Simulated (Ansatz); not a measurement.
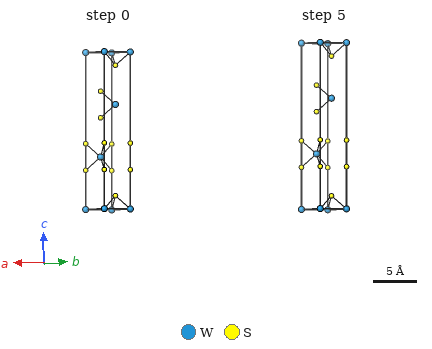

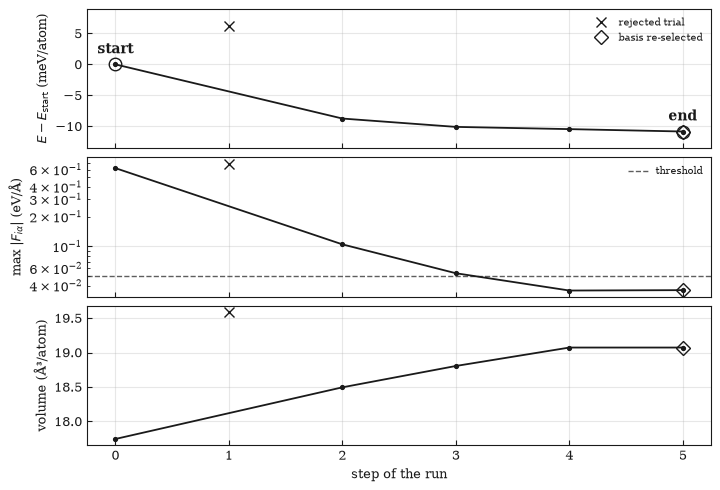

First and last geometry of a relaxation of solid WS2 (set up in R3m) (coarse preliminary run), with the history of the run. A ball-and-stick model of the conventional cell (3 times the calculation's cell), seen from a free direction. Lengths and directions refer to the drawn axes.

These are results of DFT r2SCAN, scalar-relativistic, plane waves, PAW in Ansatz, not measurements.

Input
```yaml
crystal:
  lattice:
    - [1.5790003843, 0.9116362969, 6.16333]
    - [-1.5790003843, 0.9116362969, 6.16333]
    - [0.0, -1.8232725938, 6.16333]
  atoms:
    - { symbol: W, position: [0.0, 0.0, 0.0] }
    - { symbol: S, position: [0.7503, 0.7503, 0.7503] }
    - { symbol: S, position: [0.581, 0.581, 0.581] }
basis:
  ecutwfc: 500
kpoints:
  mp_grid: { grid: [6, 6, 6] }
hamiltonian:
  xc: r2scan
scf:
  occupations: { method: gaussian, width: 0.1 }
output:
  forces: true
  stress: true
  eigenvalues: true
relax:
  adjacent_minimum: "off"
  f_tol: 0.05
  max_steps: 80
  cell: { stress_tol: 0.5 }
```

Command:
```bash
ansatz run input.yaml --threads 2 --pin off --max-ram 5120MiB --backend cpu --events-out ev --progress --plain --runs-dir out
```

**What do the curves and the structures tell?**

It converged. The largest move relative to the cell is that of S3, 0.10 Å along −c. By element the largest moves are S 0.10 Å, W 0.01 Å. Cell: a = b 3.158 → 3.182 Å (+0.8 %), c 18.490 → 19.571 Å (+5.8 %). Volume +7.5 %. Among the contacts that change: W1–W1 3.158 → 3.182 Å, W1–S2 2.391 → 2.410 Å, W1–S3 2.415 → 2.411 Å. The space group stays R3m (No. 160). After 3 accepted moves (5 points after the start) the energy has fallen by 10.8 meV per atom. Largest force component: 0.62 eV/Å at the start, 0.036 eV/Å at the end. The pressure goes from 2.58 to −0.13 GPa. The line search rejected the trial step at point 1 of the run. At 1 point the geometry stayed and the basis and grid were re-selected for the new cell (energy shift of 0.4 meV per atom at most each time). The run took 52 s on 2 threads of Intel(R) Xeon(R) Processor @ 2.50GHz (Skylake/Cascade Lake) (shared host), peak memory 0.52 GiB.

```json
{"step": "0", "E − E(0), meV/atom": "0.00", "largest force component, eV/Å": "0.6196", "pressure, GPa": "2.58", "volume, Å³/atom": "17.744", "note": ""}
{"step": "1", "E − E(0), meV/atom": "6.25", "largest force component, eV/Å": "0.6895", "pressure, GPa": "-0.64", "volume, Å³/atom": "19.589", "note": "rejected"}
{"step": "2", "E − E(0), meV/atom": "-8.75", "largest force component, eV/Å": "0.1048", "pressure, GPa": "0.16", "volume, Å³/atom": "18.494", "note": ""}
{"step": "3", "E − E(0), meV/atom": "-10.10", "largest force component, eV/Å": "0.0535", "pressure, GPa": "0.30", "volume, Å³/atom": "18.804", "note": ""}
{"step": "4", "E − E(0), meV/atom": "-10.46", "largest force component, eV/Å": "0.0357", "pressure, GPa": "-0.13", "volume, Å³/atom": "19.072", "note": ""}
{"step": "5", "E − E(0), meV/atom": "-10.85", "largest force component, eV/Å": "0.0361", "pressure, GPa": "-0.13", "volume, Å³/atom": "19.072", "note": "same geometry, new basis"}
```
